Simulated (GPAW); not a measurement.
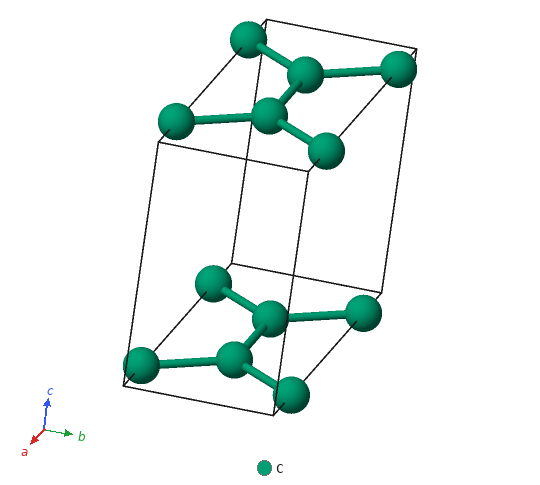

C, space group C2/m (No. 12), a = 4.255 Å, b = 2.457 Å, c = 3.765 Å, α = 90.00°, β = 111.49°, γ = 90.00°

```csv
site,Wyckoff,x,y,z
C,4i,0.1666,0.0000,0.9999
```

Source: a cell listed in the Materials Project, as set up for an electronic-structure calculation.

How is the cell volume shared among the sites in a plain Voronoi partition?

Answer.
```
site  faces above 1 % of the sphere  volume (Å³)  solid angle by neighbour (%)
   C                              7         9.15                         C 100
```

Weighted by multiplicity the volumes add up to the cell volume, 36.6 Å³.

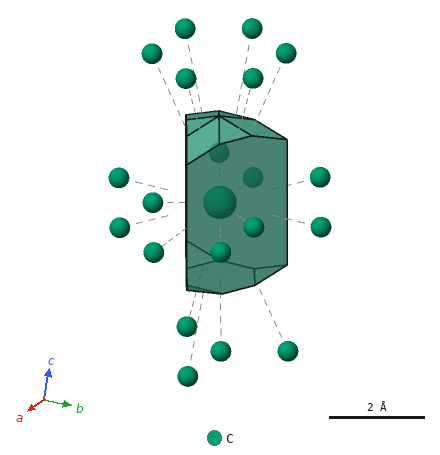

The computed Voronoi cell of C, with the neighbours that bound it.
